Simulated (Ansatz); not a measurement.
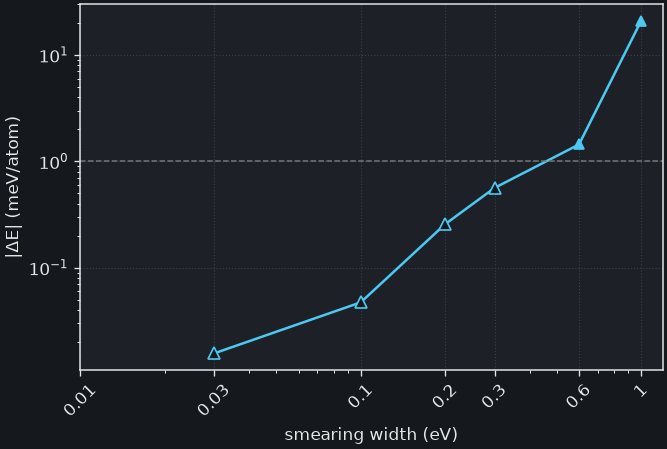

Scan of the smearing width.
- system: Sn (Fd-3m, 2 atoms in the cell)
- method: DFT, LDA (PW92), plane waves (420 eV) with PAW, scalar-relativistic in Ansatz 0.2.0; 9×9×9 k-mesh, Methfessel–Paxton smearing
ΔE is the free energy less its value at the smallest setting, 0.01 eV.
Dashed lines or grey bands mark the tolerance: 1 meV/atom.
On logarithmic panels, open markers lie below the reference value and filled ones above.

What is enough for the free energy to 1 meV/atom?

Answer. The free energy is within 1 meV/atom of the smallest setting's value from 0.3 eV down. It is off by 21 meV/atom at 1 eV and 1.4 meV/atom at 0.6 eV (on both sides of it).
